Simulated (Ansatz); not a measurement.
**C32H: nudged elastic band (part 5 of 5)**

C32H (defect cell, 33 atoms in the cell); DFT PBE+D3(BJ), scalar-relativistic, plane waves, PAW, spin-polarised (Ansatz 0.2.0); cutoff 420 eV, 2×2×2 k-mesh, Gaussian smearing of 0.02 eV, collinear spins. The structure derives from a Materials Project entry. It belongs to a series of runs on one base structure; here: climbing-image band for the jump of H by 1.52 A.

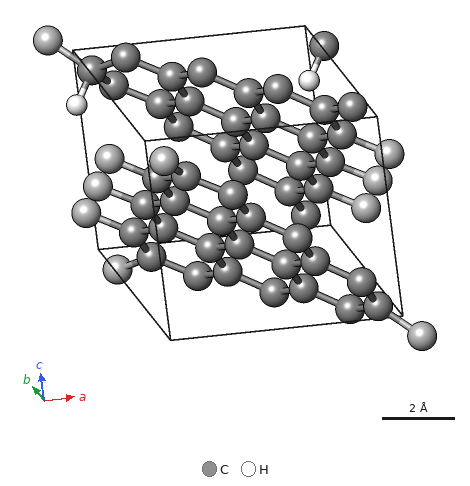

**Figure 1.** The starting structure (ball-and-stick view of the cell of the calculation, seen at an oblique angle; neighbours outside the cell are drawn fainter).

The last band as extended XYZ, continued:
```
33
Lattice="5.6710 0.0000 -3.4027 -2.8677 -4.9298 -3.3595 -2.8677 4.9298 -3.3595" Properties=species:S:1:pos:R:3:forces:R:3 image=6 energy=-8049.18134
C     0.6896    2.4639   -3.3640   -0.0074   0.0055  -0.0035
C    -0.0418   -1.2414   -6.7458   -0.0072  -0.0025  -0.0038
C     2.0891    0.0001   -7.0804    0.0044   0.0025  -0.0093
C     0.6910    0.0002   -3.3394    0.0079  -0.0019   0.0000
C    -1.4396    1.2262   -3.3619    0.0070   0.0071   0.0005
C     2.8220    1.2302   -3.3519    0.0117  -0.0019   0.0047
C     2.0814   -2.4678   -6.7557    0.0043   0.0026   0.0044
C     0.6895   -2.4637   -3.3637   -0.0061  -0.0027  -0.0051
C    -1.4395   -1.2259   -3.3618    0.0065  -0.0086   0.0026
C     2.8219   -1.2298   -3.3521    0.0117  -0.0015   0.0059
C     4.9573    0.0002   -3.3851   -0.0075   0.0005  -0.0088
C    -2.1719    0.0001   -6.7810   -0.0112   0.0011   0.0015
C    -1.4493   -3.6914   -3.4089    0.0011  -0.0020   0.0022
C    -0.0419    1.2418   -6.7462   -0.0063   0.0022  -0.0023
C     2.0814    2.4681   -6.7562    0.0025  -0.0040   0.0041
C    -1.4492    3.6916   -3.4091   -0.0007   0.0014   0.0003
C    -0.7572   -2.4701   -6.7145   -0.0020   0.0033   0.0021
C     1.3619   -1.2619   -6.7822   -0.0024   0.0097   0.0014
C    -2.1239    0.0001   -3.3871   -0.0048   0.0043  -0.0017
C     2.1115    0.0002   -3.3508    0.0013   0.0001  -0.0011
C    -0.0177    1.2314   -3.3425    0.0046   0.0019   0.0033
C     1.3751   -3.7015   -6.7251   -0.0008   0.0060   0.0055
C    -2.1570   -2.4659   -3.3863   -0.0010  -0.0010  -0.0065
C    -0.7573    2.4705   -6.7146    0.0008  -0.0050   0.0019
C    -0.0177   -1.2312   -3.3423    0.0034  -0.0002   0.0036
C     1.3751    3.7019   -6.7253   -0.0001  -0.0074   0.0050
C    -5.0294    0.0002   -6.7585    0.0007  -0.0014  -0.0040
C    -0.7568    0.0001   -6.7705    0.0042   0.0010   0.0075
C    -2.8883    1.2364   -6.7700   -0.0016  -0.0032  -0.0032
C     1.3618    1.2622   -6.7827    0.0031  -0.0112   0.0022
C    -2.1571    2.4662   -3.3868   -0.0017   0.0014  -0.0037
C    -2.8882   -1.2362   -6.7705   -0.0032   0.0035  -0.0004
H     2.0885   -0.0002   -8.1995   -0.0112   0.0003  -0.0054
```

Summary:

- outcome: converged
- barrier, forward: 1.002 eV
- barrier, backward: 1.002 eV
- electrons treated: 129
- wall time: 4.8 min (CPU time 15 min)
- peak memory: 1.6 GiB

Remarks:

The program warns: some starting moments were not kept. The order of the saddle point was not checked.
